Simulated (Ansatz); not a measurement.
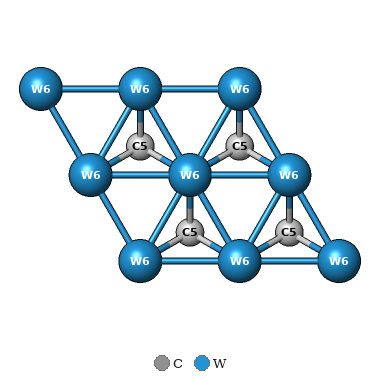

The system is B on a WC(001) slab cut from the P-6m2 phase (6 atoms of substrate and one adsorbate in a 1 × 1 cell); the picture shows it without the atoms that are moved over the map. 
- One B atom a 1 × 1 cell is placed over a mesh of places on the rigid (0 0 1) surface, and only its height is relaxed.
- Places are given modulo a cell vector. The map is drawn in real space over the plane of the surface.
- The scan uses a 4 × 4 grid.
- All energies are given in eV relative to the lowest grid point.
- This mesh misses the points at thirds of the hexagonal cell. With one adsorbate in each 1 × 1 cell, its nearest image is 2.9 Å away, so neighbouring adsorbates interact.
- All numbers below come from Ansatz, DFT PBEsol, scalar-relativistic, plane waves, PAW.

Range: place along a₁ from 0.00 to 0.75; place along a₂ from 0.00 to 0.75.

Predict the map.

Answer. The lowest grid point is at a bridge site between two W atoms, (0/4, 2/4) of the cell vectors. The same energy is found at a bridge site between two W atoms, (2/4, 0/4) of the cell vectors; a bridge site between two W atoms, (2/4, 2/4) of the cell vectors. The highest grid point, the top site over a surface W atom, (0/4, 0/4) of the cell vectors, lies 1.32 eV above the lowest. At the lowest point the adsorbate has 2 W at 2.08 Å as nearest neighbours, at the highest 1 W at 2.14 Å. Its relaxed height above the top atom is 1.50 Å at the lowest and 2.14 Å at the highest point.

```csv
"place along a₂ ↓, place along a₁ →",0/4,1/4,2/4,3/4
3/4,0.91,0.16,0.16,0.91
2/4,0.00,0.16,0.00,0.08
1/4,0.91,0.91,0.08,0.08
0/4,1.32,0.91,0.00,0.91
```

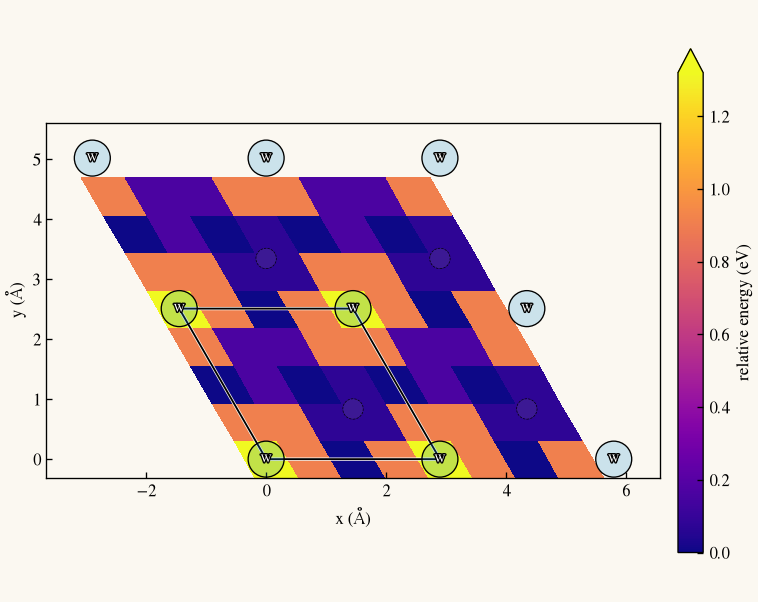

Drawn: one coloured cell a grid point, labelled circles for the atoms of the top layer and small ones for the second layer, the outline of one cell of the 2 × 2 shown, one colour for all values above the top of the scale.
